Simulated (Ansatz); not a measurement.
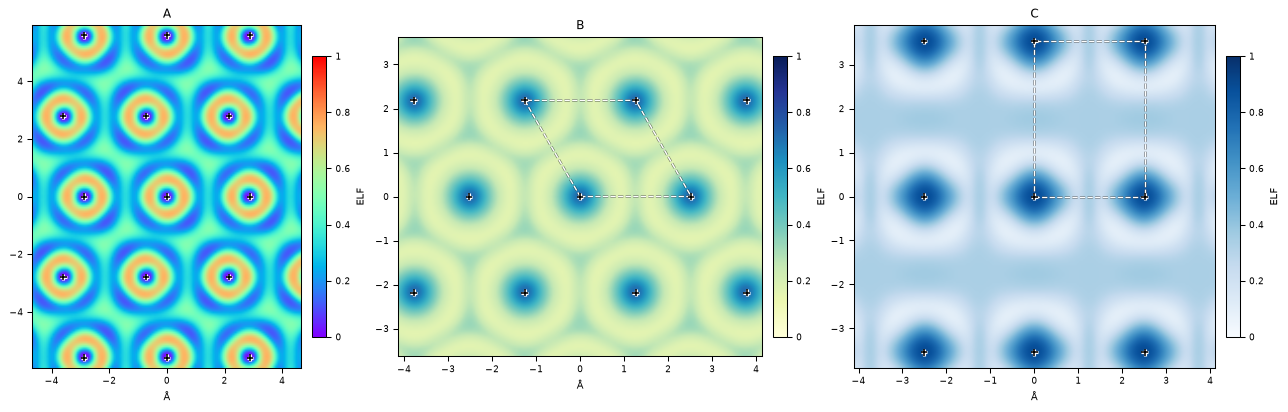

The electron localisation function of 3 systems, each on a plane through atoms (crosses mark nuclei in the plane).

Method: DFT, r2SCAN, plane waves (500 eV) with PAW, scalar-relativistic (Ansatz 0.2.0).

System 1: Fe, the (101) plane of the conventional cell. Space group Pm-3m; set up as Fe, simple cubic; a generated structure, not necessarily the stable one; changed on purpose from its base cell (volume × 1.12); computed pressure about −10 GPa in this cell; spin-polarised.

```cif
data_structure
_symmetry_space_group_name_H-M 'P 1'
_symmetry_Int_Tables_number 1
_cell_length_a 2.5052
_cell_length_b 2.5052
_cell_length_c 2.5052
_cell_angle_alpha 90.000
_cell_angle_beta 90.000
_cell_angle_gamma 90.000
_cell_volume 15.72
loop_
_atom_site_label
_atom_site_type_symbol
_atom_site_fract_x
_atom_site_fract_y
_atom_site_fract_z
_atom_site_occupancy
Fe1 Fe 0.00000 0.00000 0.00000 1
```

System 2: Ni, the (001) plane of the conventional cell. Space group P6₃/mmc; set up as Ni, dhcp; a generated structure, not necessarily the stable one; changed on purpose from its base cell (volume × 1.08); computed pressure about −13 GPa in this cell; spin-polarised.

```
Ni
1.0
     2.52230    0.00000    0.00000
    -1.26115    2.18438    0.00000
     0.00000    0.00000    8.27211
Ni
4
Direct
  0.00000 0.00000 0.00000
  0.00000 0.00000 0.50000
  0.33333 0.66667 0.25000
  0.66667 0.33333 0.75000
```

System 3: Ta, the (011) plane of the conventional cell. Space group Fddd; set up as Ta, beta-Sn type; a generated structure, not necessarily the stable one.

Question: Match each panel to its system.

Answer: Panel A is system 3, Ta: the plane holds Ta. Ta–Ta (2.88 Å): the ELF is about 0.35 at the midpoint. Panel B is system 2, Ni: the plane holds Ni. Ni–Ni (2.52 Å): the ELF is about 0.25 at the midpoint; no shared electron pair shows on this line. Panel C is system 1, Fe: the plane holds Fe. Fe–Fe (2.51 Å): the ELF is about 0.35 at the midpoint.
